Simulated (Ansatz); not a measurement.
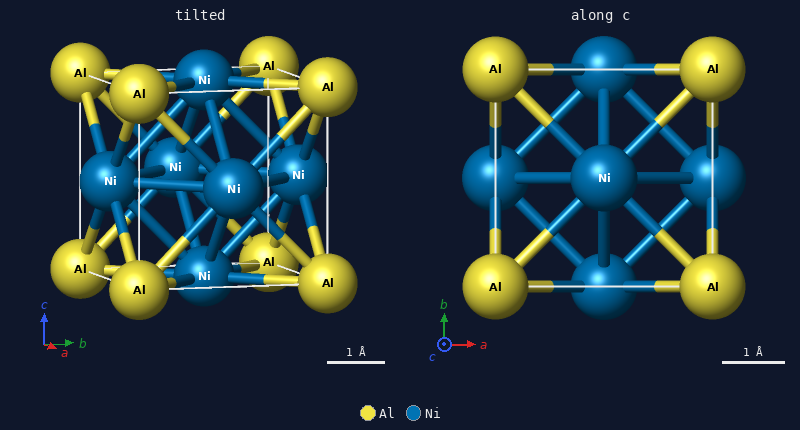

We look at a ball-and-stick model of the crystal slightly off an axis and along the c axis. The frame is the conventional unit cell; atoms at its boundary are shown with their periodic copies. Cell: a = 3.52 Å, b = 3.52 Å, c = 3.52 Å, α = 90.00°, β = 90.00°, γ = 90.00°.

Its origin is a structure listed in the Materials Project. Earlier steps of the study, as a rule a relaxation of our own, may have changed the cell and positions, so they can lie some per cent off the listed ones. A calculation with Ansatz used it as input.

**What can be read from this drawing?**

The stoichiometry is AlNi$_{3}$. The atoms follow space group Pm-3m (No. 221); the Bravais lattice is primitive cubic. It adopts the structure known as Cu₃Au (L1₂) type. Counting shared atoms by their share gives 1 Al, 3 Ni, or 4 atoms. About every Al there are twelve Ni in a cuboctahedral arrangement at about 2.5 Å. Each Ni has eight Ni and four Al in a cuboctahedral arrangement (about 2.5 Å to Ni, 2.5 Å to Al). The bonds build a three-dimensional framework.

Level of theory and settings: DFT PBEsol, scalar-relativistic, plane waves, PAW (Ansatz 0.2.0), plane waves up to 420 eV, k-points on a 12×12×12 grid, Gaussian smearing of 0.1 eV, collinear spins.

**Which atoms carry magnetic moments in this run, and how do they order?**

The state reached is ferromagnetic. Sizes: Ni 0.3 μB; net moment 0.7 μB in the run's cell of 4 atoms.

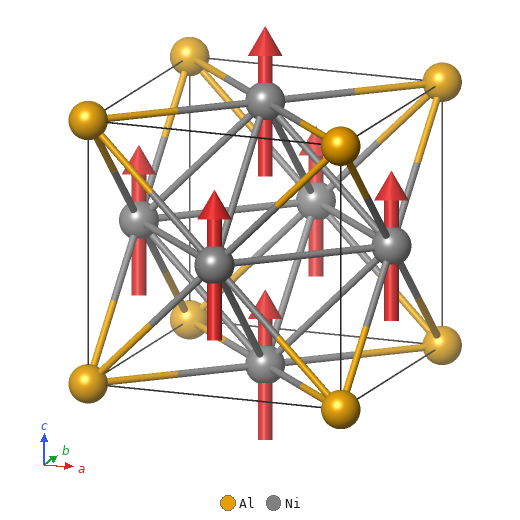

Site moments above 0.25 μB as arrows, small induced ones on non-metal atoms left out (red along the largest or up, blue against, purple across). The run's cell of 4 atoms is drawn.

**Is the electronic structure metallic or gapped?**

A metal: bands cross the Fermi level.

**List the Bader charges.**

Al +1.94 e; Ni -0.65 e.

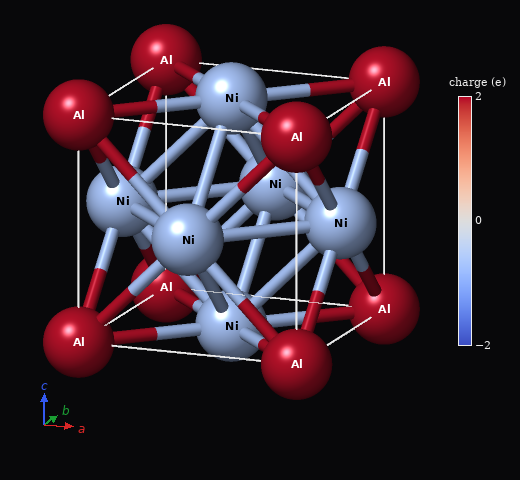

The atoms coloured by those charges. The run's cell of 4 atoms is drawn.

**Does the calculation find this structure at rest?**

Yes. All forces vanish to within 0.01 eV/Å. The pressure is 0.0 GPa, close to zero.
